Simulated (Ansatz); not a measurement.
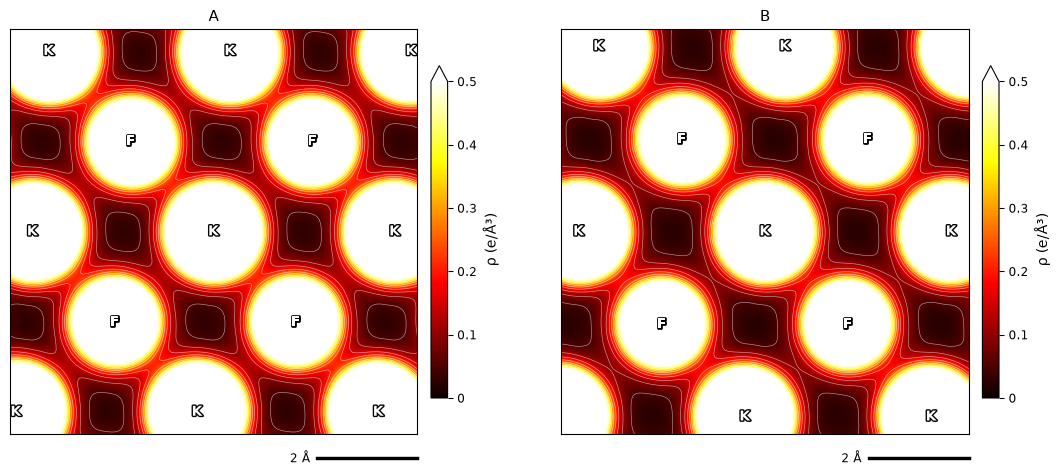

KF. The valence electron density of two cells that differ in size and shape, on the (101) plane of each (indices in the axes of the calculation cell), at one length scale and on one colour scale: B has 17.9 Å³ an atom and A 16.9.

Computed with Ansatz 0.2.0, DFT LDA, scalar-relativistic, plane waves, PAW.

In a PAW calculation such maps are meaningful between the atoms, not at the nuclei.

The larger cell:

```
K F
1.0
     0.00000    2.58172    2.77535
     2.49136    0.00000    2.77535
     2.49136    2.58172    0.00000
K F
1 1
Direct
  0.00000 0.00000 0.00000
  0.50000 0.50000 0.50000
```

The smaller cell: a = 3.720 Å, b = 3.627 Å, c = 3.557 Å, α = 62.37°, β = 59.75°, γ = 57.88°.

What does the compression do to the bonding and the properties?

Answer. From the larger cell to the smaller, K–F goes from 2.49 to 2.45 Å, and the density at its midpoint from 0.19 to 0.22 e/Å³; the pressure goes from −0.5 to 1.6 GPa; the Kohn–Sham gap goes from 6.0 eV to 6.2 eV.
